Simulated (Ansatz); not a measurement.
**TaS2: single-point calculation (part 3 of 3)**

TaS2 (P-3m1, 3 atoms in the cell); DFT PBE+U, spin-orbit coupling, plane waves, PAW, Ueff = 4 eV on Ta atom 1 d (Ansatz 0.2.0); cutoff 420 eV, 7×7×3 k-mesh, Gaussian smearing of 0.05 eV. The structure derives from an entry of the Crystallography Open Database. It belongs to a series of runs on one base structure; here: natural orbitals of the symmetric run, filled by rank.

Geometry of the input (Å; fractional positions):
```
3.3500  0.0000  0.0000
-1.6750  2.9012  0.0000
0.0000  0.0000  5.8600
Ta 0.0000  0.0000  0.0000
S  0.3333  0.6667  0.2500
S  0.6667  0.3333  0.7500
```

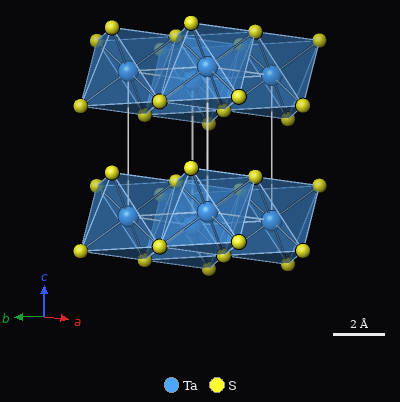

Fig. 1: The structure as given in the input (polyhedral view of the cell of the calculation, seen at an oblique angle; polyhedra are completed across the faces of the cell).

**Log, continued**
```
--- Hubbard shell moments (per corrected site; Tr N, ν in electrons; μ in μ_B) ---
  shell 0: Tr N=3.7525  μ_S=(+0.6171, +0.5748, +0.0691)  μ_L=(-0.1193, -0.1110, -0.0145)  μ=(+0.4978, +0.4638, +0.0546)  ν=0.0652 along (+0.729, +0.679, +0.083)
--- Specified on-site occupations, and those of the state reported ---
  electrons in the specified blocks: 1.1500 specified, 3.7525 found
  site 0 (l=d): largest change of an orbital's occupation 0.4901; electrons 1.1500 specified, 3.7525 found; spectral distance 1.1209
--- Forces (eV/Å), atoms counted from 1 ---
  atom   1  Ta     0.00000000     0.00000000     0.00000000
  atom   2  S      0.00454368     0.00061600     1.28714680
  atom   3  S     -0.00454368    -0.00061600    -1.28714680
  max |Σ_I F_I| component: 0.00e0 eV/Å
--- Stress (GPa, compression-positive) ---
       12.991891       0.104386       0.042534
        0.104417      12.982504       0.006047
        0.042556       0.006124      13.249438
  P = ⅓ Tr σ = 13.0746 GPa (130.746 kbar)
--- Band table (eV; the first three rows and the last of 74) ---
  k-point 0: bands = ["-58.2508", "-57.9653", "-31.0719", "-30.9301", "-22.5177", "-22.3344", "-22.2205", "-22.0785", "-4.4472", "-4.3885", "-2.3135", "-2.2947", "3.6491", "4.1251", "6.4898", "6.5079", "6.7359", "6.7424", "9.4001", "9.4073", "9.9017", "9.9057", "10.0389", "10.0437", "10.0467", "10.2627", "10.8658", "11.8075", "11.9365", "12.1493", "14.8978", "14.9037", "15.0573", "15.0633"]
  k-point 1: bands = ["-58.2506", "-57.9643", "-31.0719", "-30.9301", "-22.5178", "-22.3344", "-22.2205", "-22.0786", "-4.2674", "-4.2040", "-2.6637", "-2.6539", "4.4595", "4.9938", "6.5107", "6.5288", "6.7587", "6.7654", "7.7322", "7.8370", "9.7876", "9.7913", "9.9387", "9.9418", "10.1426", "10.2579", "11.5357", "11.8806", "11.9766", "12.8321", "15.2027", "15.2084", "15.3592", "15.3648"]
  k-point 2: bands = ["-58.2483", "-57.9639", "-31.0821", "-30.9409", "-22.5335", "-22.3677", "-22.2589", "-22.0922", "-4.1279", "-4.0768", "-2.3063", "-2.2998", "4.0229", "4.4701", "6.0511", "6.2689", "6.6774", "6.8356", "8.0255", "8.3691", "8.9086", "9.2918", "9.5285", "9.5520", "10.2521", "11.2468", "11.4931", "11.7789", "12.5108", "12.7059", "14.4907", "14.6754", "14.8937", "15.0465"]
  k-point 73: bands = ["-58.2384", "-57.9546", "-31.1188", "-30.9824", "-22.5932", "-22.5056", "-22.4127", "-22.0999", "-2.7441", "-2.7246", "-2.2506", "-2.2460", "4.4636", "4.8761", "5.0587", "5.2697", "6.4320", "6.6567", "6.7417", "6.9683", "7.3763", "7.7227", "8.4250", "8.5103", "10.3261", "11.4737", "12.1258", "13.0900", "13.4455", "14.1546", "14.3708", "15.0461", "15.7126", "16.0280"]
Occupation matrices written to [file]
--- Löwdin populations: 3 sites ---
  site symbol       q [e]
     0     Ta     12.3186
     1      S      6.2384
     2      S      6.2384
  spilling = 0.008184 (of n_electrons = 25.000000)
--- Occupation matrices: 1 shell (run DFT+U table (all-electron-ortho-atomic); ε = 2.00e-2, under-converged) ---
  Ta0 d_5D: site group D3d (-3m)
  Ta0 d_5D spinor Tr n = 3.7525  λ = 0.206 0.221 0.222 0.389 0.391 0.401 0.406 0.436 0.510 0.571  [3× z2 0.33 (T2g 1.00) E1/2g(0.71) | 4× x2-y2 0.28 (Eg 0.83) E3/2g(0.50) | z2 0.53 (T2g 0.68) E1/2g(0.66) | xz 0.43 (T2g 0.75) E1/2g(0.52) | z2 0.35 (T2g 0.89) E1/2g(0.70)]
  specified occupation → Ta0 d_5D spinor: matrix, ‖Δ‖_F = 1.1242, Tr Δ = -2.6025, displaced = 1.7057, d_λ = 1.1209; orbital distance = 0.2080
  Tr n, λ and their labels are of the run-group-symmetrised matrices; stabiliser: 2 of 24 elements of G0×{1,Θ} (closed), max defect 5.4e-16 at τ = 2.3e-2
```

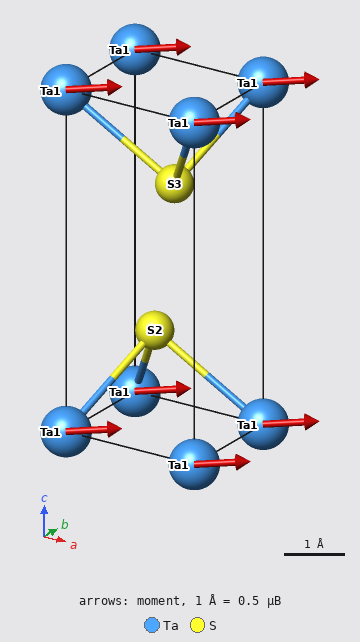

Fig. 2: Magnetic moments of the sites as red arrows (ball-and-stick view of the cell of the calculation, seen slightly off an axis; atoms are numbered from 1 in the order of the input); small moments hardly show. Site moments: Ta1 (0.48 μB). They are counted near the atoms and needn't add up to the moment of the cell.

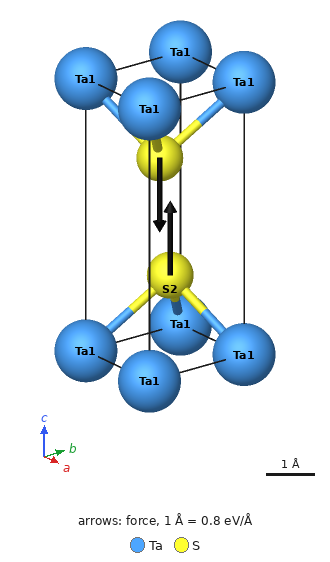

Fig. 3: Forces on the atoms as black arrows (ball-and-stick view of the cell of the calculation, seen slightly off an axis; atoms are numbered from 1 in the order of the input). The largest act on S2, S3 (1.29 eV/Å). The geometry is not a stationary point of this energy.

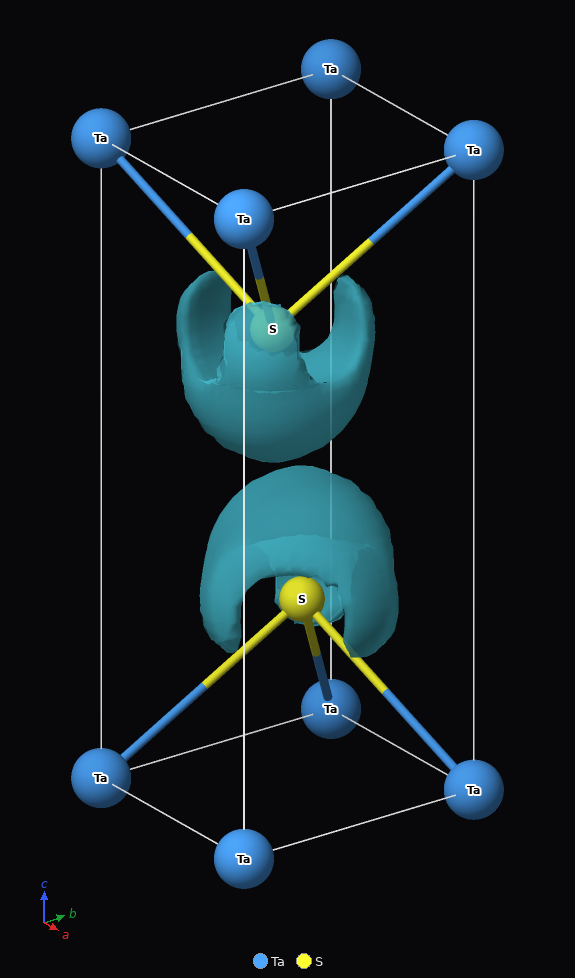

Fig. 4: Isosurface of the electron localisation function at 0.85 (cyan), seen slightly off an axis. Core shells and regions of very low density are left out. Sticks mark near contacts. The outline is the calculation cell. Profiles from the grid: Ta–S (2.43 Å): the ELF is about 0.40 at the midpoint (no shared pair; the contact is polar). In a PAW calculation such maps are meaningful between the atoms, not at the nuclei.

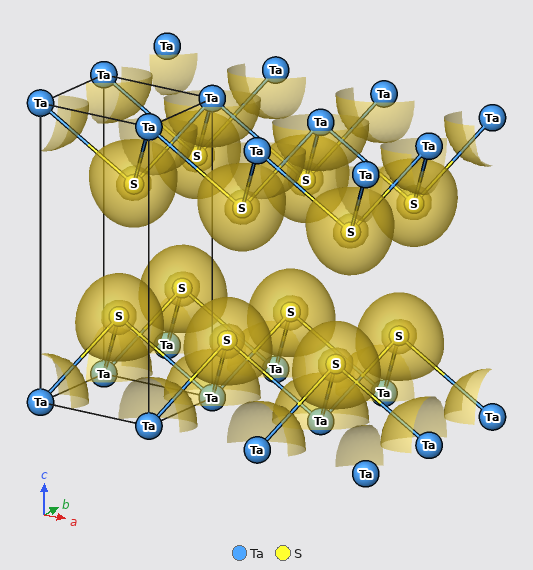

Fig. 5: Isosurface of the valence charge density (pseudo) at 0.8 e/Å³ (yellow), seen slightly off an axis. Sticks mark near contacts. The outline is the calculation cell. At this value the density breaks into separate islands; it holds about 55 % of the electrons treated as valence (semicore included). It is pinched off along the Ta–S (2.43 Å) contacts. On the grid the lowest density along these lines, outside the cores, is 0.56 e/Å³ (Ta–S, 2.43 Å).

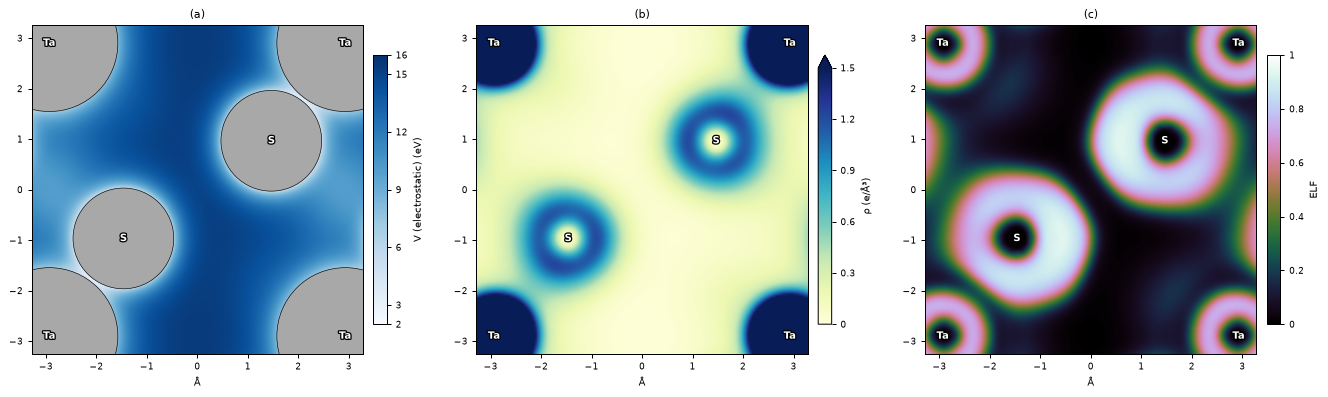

Fig. 6: (a) electrostatic potential (local pseudopotential plus Hartree) felt by an electron; (b) valence charge density (pseudo); (c) electron localisation function on the (110) plane of the calculation cell. Grey discs, where drawn, cover atomic cores. The section cuts through Ta and S sites. Ta–S (2.43 Å): ρ is about 0.57 e/Å³ halfway; the ELF is about 0.40 at the midpoint (a polar contact without a shared pair, in a metal). Away from the nuclei the density in this plane falls to 0.01 e/Å³ at its lowest. The strong features right at Ta lie inside the PAW spheres (semicore, d or f shells) and say nothing about bonding. Outside the cores the potential energy rises away from the atoms and is highest about 2.4 Å from the nearest atoms; outside the discs it spans about 13 eV, and its zero is arbitrary.

**Summary**

| quantity | value |
| --- | --- |
| outcome | converged |
| space group (tolerance 0.01 Å) | P-3m1 (164) |
| electrons treated | 25 |
| free energy | −11757.2657 eV |
| Fermi energy | 10.876 eV |
| gap on the k-point mesh | none (metallic) |
| net moment of the cell | 0.80 μB |
| integrated absolute moment | 0.98 μB |
| pressure | 13.07 GPa |
| largest force (length of the vector) | 1.287 eV/Å |
| wall time | 81 s (CPU time 5.4 min) |
| peak memory | 0.79 GiB |

**Remarks**

Warnings of the run: the typed occupations were not kept; the SCF threshold is looser than advised for the printed stress. The cell is under a pressure of 13.1 GPa at this level, so it is not at its equilibrium volume.
